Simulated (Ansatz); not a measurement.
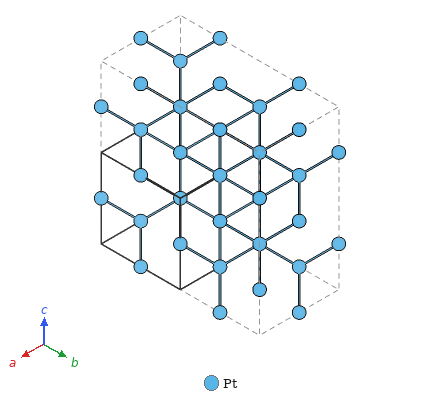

The structure, seen along [111]; the drawing may span several cells.

Given this structure, coordinates from a relaxation with Ansatz 0.2.0, DFT, PBE, plane waves (420 eV) with PAW, scalar-relativistic; the starting structure was generated, so it need not be a known form of this composition, written in its standard cell:

```yaml
crystal:
  lattice:
    - [5.77977, 0.00000, 0.00000]
    - [0.00000, 5.77977, 0.00000]
    - [0.00000, 0.00000, 5.77977]
  atoms:
    - { symbol: Pt, position: [0.75000, 0.75000, 0.75000] }
    - { symbol: Pt, position: [0.00000, 0.50000, 0.00000] }
    - { symbol: Pt, position: [0.75000, 0.25000, 0.25000] }
    - { symbol: Pt, position: [0.00000, 0.00000, 0.50000] }
    - { symbol: Pt, position: [0.25000, 0.75000, 0.25000] }
    - { symbol: Pt, position: [0.50000, 0.50000, 0.50000] }
    - { symbol: Pt, position: [0.25000, 0.25000, 0.75000] }
    - { symbol: Pt, position: [0.50000, 0.00000, 0.00000] }
```

**What does the kinematic electron diffraction pattern along [111] look like at 120 kV (B = 0.8 Å²)?**

The spots form a hexagonal net with both shortest vectors at d = 2.04 Å, 60.0° apart. They are -2 2 0 and -2 0 2. The pattern has symmetry 6mm. The lattice centring (F) removes all reflections that break h + k = 2n, h + l = 2n.

Strongest reflections with d > 0.80 Å, one of each family (|F|² from tabulated Gaussian fits of the electron scattering factors, times a small damping for the curvature of the Ewald sphere):

```tsv
hkl	d (Å)	I (strongest = 100)
2 0 -2	2.043	100
4 -2 -2	1.180	30
4 0 -4	1.022	19
```

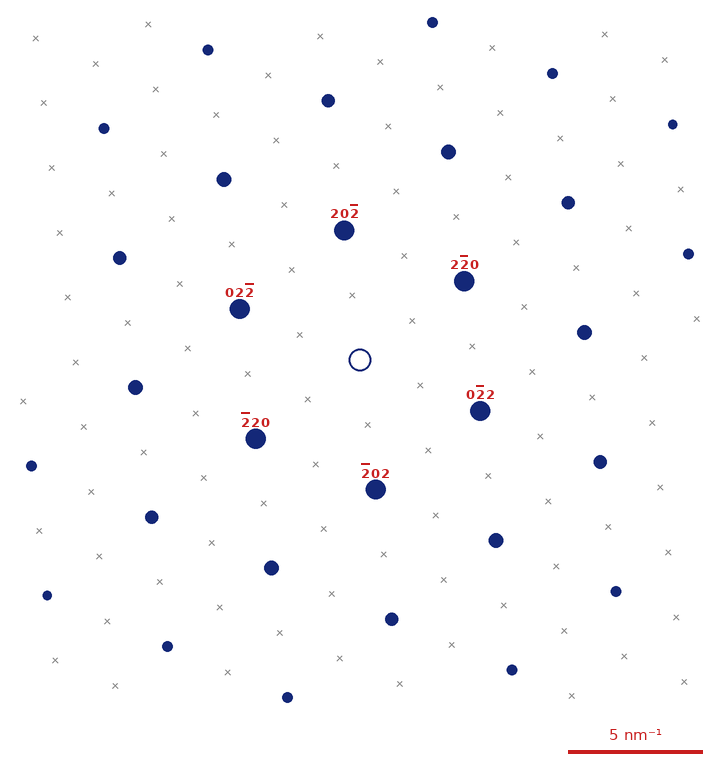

Calculated pattern, seen from the source side with [111] pointing towards the source; crosses mark the places of extinct reflections.
